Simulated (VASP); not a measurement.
**Band-structure run, with input and output: TiO$_{2}$ (part 2 of 2)**

TiO$_{2}$ (I4₁/amd, 6 atoms in the cell); Kohn-Sham DFT of a periodic cell, revPBE, VASP PAW PBE potentials, recommended, no spin polarisation (VASP 6.6.1); cutoff 520 eV, 10×10×10 k-mesh, fermi-dirac of 0.05 eV. The structure derives from an entry of the Crystallography Open Database.

Geometry of the input (Å; fractional positions):
```
-1.8921  1.8921  4.7573
1.8921  -1.8921  4.7573
1.8921  1.8921  -4.7573
Ti 0.7500  0.2500  0.5000
Ti 0.0000  0.0000  0.0000
O  0.7919  0.7919  0.0000
O  0.5419  0.0419  0.5000
O  0.9581  0.4581  0.5000
O  0.2081  0.2081  0.0000
```

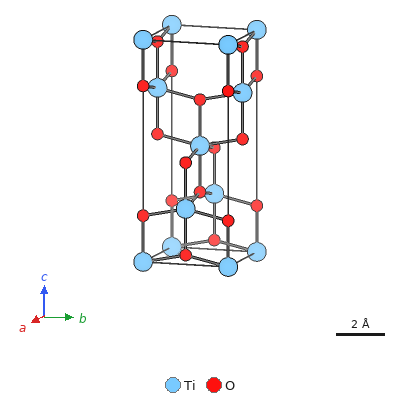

**Figure 1.** The structure (ball-and-stick view of the cell 2 times as large as that of the calculation, set on its symmetry axes, seen slightly off an axis).

Parts of OUTCAR, continued
```
   k-points           NKPTS =    102   k-points in BZ     NKDIM =    102   number of bands    NBANDS=     28
   number of dos      NEDOS =    301   number of ions     NIONS =      6
   total plane-waves  NPLWV =  74088
   dimension x,y,z NGX =    42 NGY =   42 NGZ =   42
   dimension x,y,z NGXF=    84 NGYF=   84 NGZF=   84
   ions per type =               2   4
   NGX,Y,Z   is equivalent  to a cutoff of  12.79, 12.79, 12.79 a.u.
   NGXF,Y,Z  is equivalent  to a cutoff of  25.58, 25.58, 25.58 a.u.
 SYSTEM =  TiO2
   PREC   = accura    normal or accurate (medium, high low for compatibility)
   ISTART =      0    job   : 0-new  1-cont  2-samecut
   ICHARG =      2    charge: 1-file 2-atom 10-const
   ISPIN  =      1    spin polarized calculation?
   LNONCOLLINEAR =      F non collinear calculations
   LSORBIT =      F    spin-orbit coupling
   LASPH  =      T    aspherical Exc in radial PAW
   ENCUT  =  520.0 eV  38.22 Ry    6.18 a.u.  10.15 10.15 10.15*2*pi/ulx,y,z
   NELM   =     60;   NELMIN=  2; NELMDL= -5     # of ELM steps
   EDIFF  = 0.1E-06   stopping-criterion for ELM
   LREAL  =      F    real-space projection
   EDIFFG = 0.1E-05   stopping-criterion for IOM
   NSW    =      0    number of steps for IOM
   IBRION =     -1    ionic relax: 0-MD 1-quasi-New 2-CG
   NFREE  =      0    steps in history (QN), initial steepest desc. (CG)
   ISIF   =      2    stress and relaxation
   ISYM   =      2    0-nonsym 1-usesym 2-fastsym
   POTIM  = 0.5000    time-step for ionic-motion
   TEBEG  =    0.0;   TEEND  =   0.0 temperature during run
   PSTRESS=    0.0 pullay stress
   NELECT =      48.0000    total number of electrons
   NUPDOWN=      -1.0000    fix difference up-down
   EMIN   =  10.00;   EMAX   =-10.00  energy-range for DOS
   EFERMI =   0.00;   METHOD = LEGACY
   ISMEAR =    -1;   SIGMA  =   0.05  broadening in eV -4-tet -1-fermi 0-gaus
   EFERMI_NEDOS =   21; number of points for ismear=-14 and -15
   IALGO  =     38    algorithm
   IMIX   =      4    mixing-type and parameters
     AMIX     =   0.40;   BMIX     =  1.00
     AMIX_MAG =   1.60;   BMIX_MAG =  1.00
  volume/ion in A,a.u.               =      11.35        76.62
  Fermi-wavevector in a.u.,A,eV,Ry     =   1.456752  2.752862 28.873289  2.122127
  Thomas-Fermi vector in A             =   2.573634
   LORBIT       =      0    0 simple, 1 ext, 2 COOP (PROOUT), +10 PAW based schemes
   GGA     = RE    functional components
   LHFCALC =     F    Hartree Fock is set to
   AEXX    =    0.0000 exact exchange contribution
   IVDW    =     0    specifies the selected vdW correction
   LEPSILON=     F    determine dielectric tensor
   LRPA    =     F    only Hartree local field effects (RPA)
 non-spin polarized calculation
  energy-cutoff  :      520.00
  volume of cell :       68.13
 maximum number of plane-waves:      1850
 NGX is ok and might be reduce to    42
   NGX = 21   NGY = 21   NGZ = 21

 number of electron      47.9999989 magnetization

 Free energy of the ion-electron system (eV)
  ---------------------------------------------------
  ext. energy  EPLUGINS =         0.00000000
  ---------------------------------------------------
  free energy    TOTEN  =       -51.70097518 eV

  energy without entropy =      -51.70097518  energy(sigma->0) =      -51.70097518

 E-fermi :   4.5647     XC(G=0): -10.5042     alpha+bet :-12.6438

 val. band max:        3.5059523195   @ k =  -0.4000   0.4000   0.0000
 cond. band min:       5.6522423489   @ k =   0.0000   0.0000   0.0000
 fundamental gap:      2.1462900295
 Fermi energy:         4.5646634440

 k-point     1 :       0.0000    0.0000    0.0000
  band No.  band energies     occupation
      1     -52.9840      2.00000
      2     -52.9241      2.00000
      3     -29.3947      2.00000
      4     -29.1565      2.00000
      5     -29.1565      2.00000
      6     -29.0851      2.00000
      7     -29.0851      2.00000
      8     -29.0023      2.00000
      9     -14.2073      2.00000
     10     -13.2031      2.00000
     11     -13.0655      2.00000
     12     -12.7253      2.00000
     13      -0.4260      2.00000
     14      -0.2939      2.00000
     15      -0.2939      2.00000
     16       0.1203      2.00000
     17       1.4546      2.00000
     18       1.4546      2.00000
     19       1.5028      2.00000
     20       2.7468      2.00000
     21       2.7631      2.00000
     22       2.7631      2.00000
     23       3.0469      2.00000
     24       3.0469      2.00000
     25       5.6522      0.00000
     26       6.3823      0.00000
     27       7.5256      0.00000
     28       7.5262      0.00000

 k-point     2 :       0.1000   -0.0000    0.0000
  band No.  band energies     occupation
      1     -52.9827      2.00000
      2     -52.9249      2.00000
      3     -29.3920      2.00000
      4     -29.1695      2.00000
      5     -29.1575      2.00000
      6     -29.0904      2.00000
      7     -29.0836      2.00000
      8     -29.0027      2.00000
      9     -14.1534      2.00000
     10     -13.1735      2.00000
     11     -13.0502      2.00000
     12     -12.7148      2.00000
     13      -0.4610      2.00000
     14      -0.4259      2.00000
     15      -0.2848      2.00000
     16       0.1089      2.00000
     17       1.4159      2.00000
     18       1.4397      2.00000
     19       1.5797      2.00000
     20       2.5221      2.00000
     21       2.7061      2.00000
     22       2.7508      2.00000
     23       2.8960      2.00000
     24       3.0662      2.00000
     25       5.8863      0.00000
     26       6.4214      0.00000
     27       7.2321      0.00000
     28       7.3753      0.00000

 k-point     3 :       0.2000   -0.0000    0.0000
  band No.  band energies     occupation
      1     -52.9791      2.00000
      2     -52.9275      2.00000
      3     -29.3850      2.00000
      4     -29.2022      2.00000
      5     -29.1598      2.00000
      6     -29.1027      2.00000
      7     -29.0796      2.00000
      8     -29.0061      2.00000
      9     -14.0123      2.00000
     10     -13.1035      2.00000
     11     -13.0026      2.00000
     12     -12.6829      2.00000
     13      -0.7960      2.00000
     14      -0.4152      2.00000
     15      -0.2588      2.00000
     16       0.0911      2.00000
     17       1.1920      2.00000
     18       1.4021      2.00000
     19       1.6766      2.00000
     20       2.0419      2.00000
     21       2.3849      2.00000
     22       2.7443      2.00000
     23       2.7728      2.00000
     24       3.0420      2.00000
     25       6.3573      0.00000
     26       6.5673      0.00000
     27       6.9040      0.00000
     28       7.1649      0.00000

 k-point     4 :       0.3000   -0.0000    0.0000
  band No.  band energies     occupation
      1     -52.9739      2.00000
      2     -52.9312      2.00000
      3     -29.3766      2.00000
      4     -29.2415      2.00000
      5     -29.1624      2.00000
      6     -29.1145      2.00000
      7     -29.0751      2.00000
      8     -29.0143      2.00000
      9     -13.8411      2.00000
     10     -13.0345      2.00000
     11     -12.9183      2.00000
     12     -12.6398      2.00000
     13      -1.0553      2.00000
     14      -0.3688      2.00000
     15      -0.2215      2.00000
     16       0.0391      2.00000
     17       0.6361      2.00000
     18       1.3611      2.00000
     19       1.6748      2.00000
     20       1.7164      2.00000
     21       1.9864      2.00000
     22       2.6917      2.00000
     23       2.7241      2.00000
     24       2.9579      2.00000
     25       6.5813      0.00000
     26       6.8725      0.00000
     27       6.9770      0.00000
     28       7.1264      0.00000

 k-point     5 :       0.4000    0.0000    0.0000
  band No.  band energies     occupation
      1     -52.9690      2.00000
      2     -52.9351      2.00000
      3     -29.3693      2.00000
      4     -29.2742      2.00000
      5     -29.1642      2.00000
      6     -29.1200      2.00000
      7     -29.0717      2.00000
      8     -29.0242      2.00000
      9     -13.7100      2.00000
     10     -12.9937      2.00000
     11     -12.8039      2.00000
     12     -12.6207      2.00000
     13      -1.0930      2.00000
     14      -0.3694      2.00000
     15      -0.1857      2.00000
     16      -0.1818      2.00000
     17       0.2078      2.00000
     18       1.3420      2.00000
     19       1.5416      2.00000
     20       1.6032      2.00000
     21       1.6870      2.00000
     22       2.6124      2.00000
     23       2.6952      2.00000
     24       2.8962      2.00000
     25       6.7097      0.00000
     26       7.0138      0.00000
     27       7.1158      0.00000
     28       7.1642      0.00000

 [... the levels of 18 k-points are left out ...]

 k-point    24 :       0.4000    0.3000    0.0000
  band No.  band energies     occupation
      1     -52.9577      2.00000
      2     -52.9434      2.00000
      3     -29.3538      2.00000
      4     -29.3150      2.00000
      5     -29.2029      2.00000
      6     -29.1704      2.00000
      7     -29.0531      2.00000
      8     -29.0298      2.00000
      9     -13.1944      2.00000
     10     -12.8712      2.00000
     11     -12.6748      2.00000
     12     -12.5915      2.00000
     13      -1.1238      2.00000
     14      -1.0356      2.00000
     15      -0.2697      2.00000
     16      -0.0279      2.00000
     17       0.0414      2.00000
     18       0.2577      2.00000
     19       0.7578      2.00000
     20       0.9132      2.00000
     21       1.6869      2.00000
     22       2.4072      2.00000
     23       3.0499      2.00000
     24       3.3183      2.00000
     25       6.7017      0.00000
     26       6.8698      0.00000
     27       7.0955      0.00000
     28       7.2243      0.00000

 [... further k-points ...]

------------------------ aborting loop because EDIFF is reached ----------------------------------------

  FORCE on cell =-STRESS in cart. coord.  units (eV):
  Direction    XX          YY          ZZ          XY          YZ          ZX
  --------------------------------------------------------------------------------------
  -------------------------------------------------------------------------------------
  Total        3.7074902      3.7074902      4.3131116      0.0000000      0.0000000      0.0000000
  in kB       87.1930550     87.1930550    101.4361074      0.0000000      0.0000000      0.0000000
  external PRESSURE =      91.9407391 kB  Pullay stress =       0.0000000 kB

 VOLUME and BASIS-vectors are now :
 -----------------------------------------------------------------------------
  energy-cutoff  :      520.00
  volume of cell :       68.13
      direct lattice vectors                 reciprocal lattice vectors
    -1.892100000  1.892100000  4.757300000     0.000000000  0.264256646  0.105101633
     1.892100000 -1.892100000  4.757300000     0.264256646  0.000000000  0.105101633
     1.892100000  1.892100000 -4.757300000     0.264256646  0.264256646  0.000000000

 POSITION                                       TOTAL-FORCE (eV/Angst)
 -----------------------------------------------------------------------------------
      0.00000      1.89210      2.37865        -0.000000     -0.000000      0.000000
      0.00000      0.00000      0.00000        -0.000000     -0.000000      0.000000
      0.00000      0.00000      7.53461        -0.000000      0.000000     -0.172290
      0.00000      1.89210      0.39866         0.000000     -0.000000     -0.172290
      0.00000      1.89210      4.35864         0.000000     -0.000000      0.172290
      0.00000      0.00000      1.97999        -0.000000      0.000000      0.172290
 -----------------------------------------------------------------------------------
    total drift:                                0.000000      0.000000      0.000000

  FREE ENERGIE OF THE ION-ELECTRON SYSTEM (eV)
  ---------------------------------------------------
  free  energy   TOTEN  =       -51.7009751822 eV

  energy  without entropy=      -51.7009751822  energy(sigma->0) =      -51.70097518
```

CONTCAR
```
TiO2
   1.00000000000000
    -1.8920999999999999    1.8920999999999999    4.7572999999999999
     1.8920999999999999   -1.8920999999999999    4.7572999999999999
     1.8920999999999999    1.8920999999999999   -4.7572999999999999
  Ti              O
     2     4
Direct
     0.7500000000000000    0.2500000000000000    0.5000000000000000
     0.0000000000000000    0.0000000000000000    0.0000000000000000
     0.7918999999999983    0.7918999999999983    0.0000000000000000
     0.5418999999999983    0.0418999999999983    0.5000000000000000
     0.9581000000000017    0.4581000000000017    0.5000000000000000
     0.2081000000000017    0.2081000000000017    0.0000000000000000

  0.00000000E+00  0.00000000E+00  0.00000000E+00
  0.00000000E+00  0.00000000E+00  0.00000000E+00
  0.00000000E+00  0.00000000E+00  0.00000000E+00
  0.00000000E+00  0.00000000E+00  0.00000000E+00
  0.00000000E+00  0.00000000E+00  0.00000000E+00
  0.00000000E+00  0.00000000E+00  0.00000000E+00
```

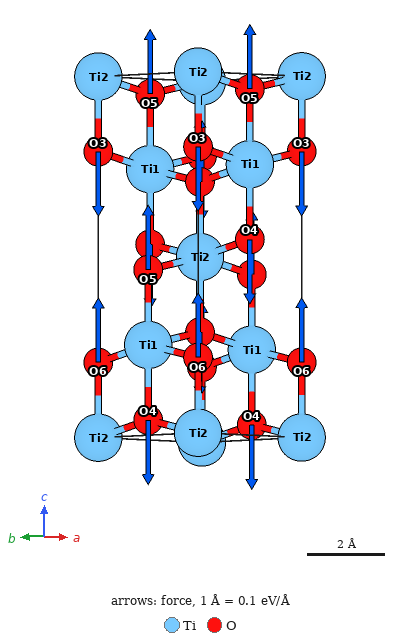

**Figure 2.** Forces on the atoms as blue arrows (ball-and-stick view of the cell 2 times as large as that of the calculation, set on its symmetry axes, seen at an oblique angle; atoms are numbered from 1 in the order of the input). The largest act on all 4 O atoms (0.17 eV/Å). The geometry is not a stationary point of this energy.
